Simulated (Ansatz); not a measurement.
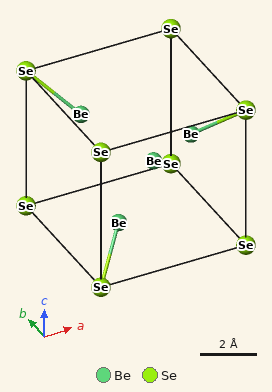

This is the input geometry for a relaxation of a crystal of Be₄Se (a generated structure, set up in P-43m) (coarse preliminary run). The picture is a ball-and-stick view of the cell of the calculation, seen from a free direction.

All numbers below come from DFT PBE, scalar-relativistic, plane waves, PAW (Ansatz).

Input file:
```yaml
crystal:
  lattice:
    - [5.8989939, 0.0, 0.0]
    - [0.0, 5.8989939, 0.0]
    - [0.0, 0.0, 5.8989939]
  atoms:
    - { symbol: Be, position: [0.25, 0.25, 0.25] }
    - { symbol: Be, position: [0.75, 0.75, 0.25] }
    - { symbol: Be, position: [0.75, 0.25, 0.75] }
    - { symbol: Be, position: [0.25, 0.75, 0.75] }
    - { symbol: Se, position: [0.0, 0.0, 0.0] }
basis:
  ecutwfc: 420
kpoints:
  mp_grid: { grid: [4, 4, 4] }
hamiltonian:
  xc: pbe
scf:
  occupations: { method: gaussian, width: 0.1 }
  lower_state_search: "off"
output:
  forces: true
  stress: true
  eigenvalues: true
relax:
  adjacent_minimum: "off"
  f_tol: 0.04
  max_steps: 70
  cell: { stress_tol: 0.4 }
```

Command:
```bash
ansatz run input.yaml --threads 1 --pin off --max-ram 2048MiB --backend cpu --events-out ev --progress --plain --runs-dir out
```

What does the optimiser find from here?

The largest moves relative to the cell, 0.40 Å, are those of Be1, Be2, Be3 and Be4. Be1 goes along [1 1 1]. Se stays in place. Cell: a = b = c 5.899 → 3.999 Å (−32.2 %). Volume −68.9 %. Among the contacts that change: Be1–Se5 2.554 → 2.136 Å. The space group stays P-43m (No. 215). The energy falls by 9.668 eV per cell of the calculation in 9 accepted moves (10 points after the start). The largest force component goes from 0.25 to 0.0033 eV/Å. Pressure: −5.56 GPa at the start and −0.02 GPa at the end. At 1 point the geometry stayed and the basis and grid were re-selected for the new cell (energy shift of 1.5 meV per cell of the calculation at most each time). The run took 41 s on 1 thread of Arm Neoverse V1, on a shared host, peak memory 0.4 GiB.

Step by step:

```csv
step,"E − E(0), meV/atom","largest force component, eV/Å","pressure, GPa","volume, Å³/atom",note
0,0.00,0.2517,-5.56,41.055,
1,-223.42,0.0348,-6.67,35.343,
2,-475.04,0.1590,-8.76,30.187,
3,-793.45,0.3276,-11.28,25.557,
4,-1175.37,0.5885,-13.03,21.427,
5,-1563.95,0.6878,-12.67,17.766,
6,-1879.29,0.2063,-8.19,14.548,
7,-1911.21,0.1499,7.50,11.807,
8,-1933.18,0.0261,-1.18,12.977,
9,-1933.95,0.0035,-0.01,12.786,
10,-1933.64,0.0033,-0.02,12.786,"same geometry, new basis"
```

Final geometry:

```xyz
5
Lattice="3.9986 0.0000 0.0000 0.0000 3.9986 0.0000 0.0000 0.0000 3.9986" Properties=species:S:1:pos:R:3 pbc="T T T"
Be    1.2332    1.2332    1.2332
Be    2.7654    2.7654    1.2332
Be    2.7654    1.2332    2.7654
Be    1.2332    2.7654    2.7654
Se    3.9986    3.9986    3.9986
```

After the run, drawn alike:

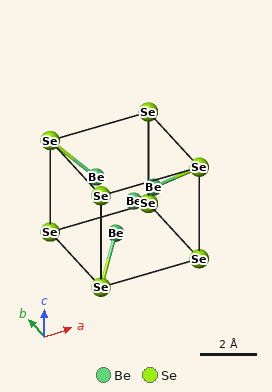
